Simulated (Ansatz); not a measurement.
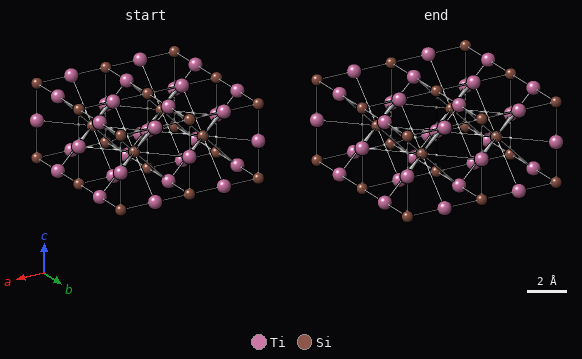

The structure of a crystal of Ti$_{3}$Si$_{2}$ (a generated structure, set up in Pm-3m) (coarse preliminary run) before (left) and after (right) a relaxation, at one scale.

Style: ball-and-stick. Shown: the cell of the calculation, repeated 2 × 2 × 1 with one cell outlined, from a free direction.

Computed with DFT PBE, scalar-relativistic, plane waves, PAW in Ansatz 0.2.0.

The input:
```yaml
crystal:
  lattice:
    - [4.21430392, 0.0, 0.0]
    - [0.0, 4.21430392, 0.0]
    - [0.0, 0.0, 4.21430392]
  atoms:
    - { symbol: Ti, position: [0.5, 0.0, 0.0] }
    - { symbol: Ti, position: [0.0, 0.5, 0.0] }
    - { symbol: Ti, position: [0.0, 0.0, 0.5] }
    - { symbol: Si, position: [0.0, 0.0, 0.0] }
    - { symbol: Si, position: [0.5, 0.5, 0.5] }
basis:
  ecutwfc: 420
kpoints:
  mp_grid: { grid: [4, 4, 4] }
hamiltonian:
  xc: pbe
scf:
  occupations: { method: gaussian, width: 0.1 }
  lower_state_search: "off"
output:
  forces: true
  stress: true
  eigenvalues: true
relax:
  adjacent_minimum: "off"
  f_tol: 0.04
  max_steps: 70
  cell: { stress_tol: 0.4 }
```

Run as
```bash
ansatz run input.yaml --threads 1 --pin off --max-ram 2560MiB --backend cpu --events-out ev --progress --plain --runs-dir out
```

Describe what moved and what it gained.

No atom moves by more than 0.005 Å relative to the cell. The volume changes by +25.9 %, with a = b = c 4.214 → 4.551 Å (+8.0 %). Among the contacts that change: Ti1–Ti2 2.980 → 3.218 Å, Ti1–Si5 2.980 → 3.218 Å, Ti1–Si4 2.107 → 2.276 Å. The space group stays Pm-3m (No. 221). The energy falls by 1.684 eV per cell of the calculation in 4 accepted moves (6 points after the start). All forces vanish by symmetry, so only the cell relaxes. The pressure goes from 33.50 to 0.05 GPa. At 2 points the geometry stayed and the basis and grid were re-selected for the new cell (energy shift of 16.0 meV per cell of the calculation at most each time). The run took 43 s on 1 thread of Intel(R) Xeon(R) Processor @ 2.50GHz (Skylake/Cascade Lake) (shared host), peak memory 0.38 GiB.

Limits of the set-up: the k-point mesh is coarse for a cell with partly filled bands.
